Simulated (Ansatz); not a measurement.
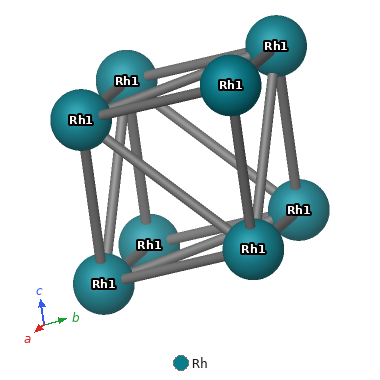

The system is Rh (Fm-3m, No. 225; 1 atom in the cell); the picture shows the reference structure. The energy is mapped over volume and a fixed ferromagnetic moment. The first coordinate is: volume per atom; the second: total spin moment of the cell, held fixed. Nothing is relaxed (shape and fractional coordinates fixed). The scan uses a 7 × 9 grid. Points are written as (first, second). Energies: meV/atom, counted from the lowest grid point. The moment is held fixed and parallel; antiferromagnetic orders weren't tried. Computed with Ansatz, DFT PBE, scalar-relativistic, plane waves, PAW. Settings: cutoff 420 eV, k-mesh 22×22×22, gaussian smearing 0.15 eV.

Its coordinates:

```xyz
1
Lattice="0.0000 1.9151 1.9151 1.9151 0.0000 1.9151 1.9151 1.9151 0.0000" Properties=species:S:1:pos:R:3 pbc="T T T"
Rh    0.0000    0.0000    0.0000
```

Range: volume per atom from 11.52 to 16.57 Å³; total spin moment of the cell, held fixed from 0.000 to 1.000 μB.

What will the energy surface look like?

Answer. The lowest grid point is at (14.05 Å³, 0.000 μB). It lies on the edge of the map, which is a mirror line here (the non-magnetic state). The highest grid point, (11.52 Å³, 1.000 μB), lies 852 meV/atom above the lowest.

```
second ↓, first →  11.52  12.36  13.20  14.05  14.89  15.73  16.57
            1.000    852    461    249    163    164    226    330
            0.875    785    406    205    127    136    204    314
            0.750    726    358    165     95    111    185    300
            0.625    674    315    131     68     89    168    288
            0.500    630    278    101     44     70    154    277
            0.375    594    249     77     25     55    142    268
            0.250    568    228     60     11     44    134    262
            0.125    553    216     50      3     38    129    258
            0.000    549    212     47      0     35    127    257
```

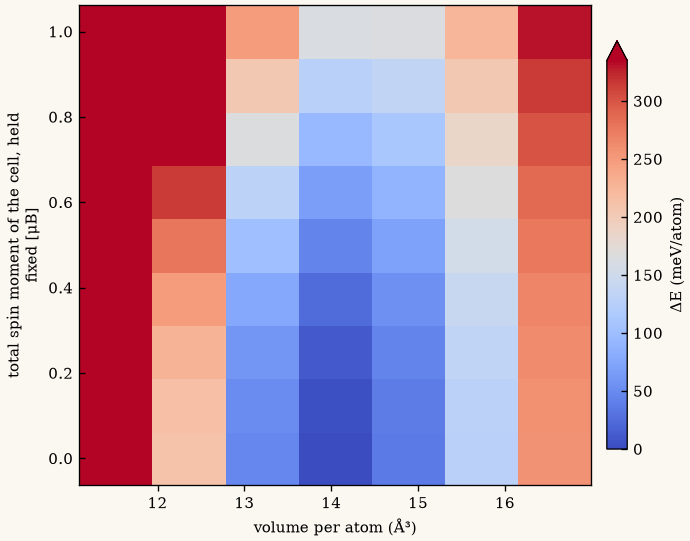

In the figure: one coloured cell a grid point, one colour for all values above the top of the scale.

Time for the 63 points that were run: 17 min on 1 thread of Arm Neoverse N1, on a shared host.

PAW datasets: the set soft_1.
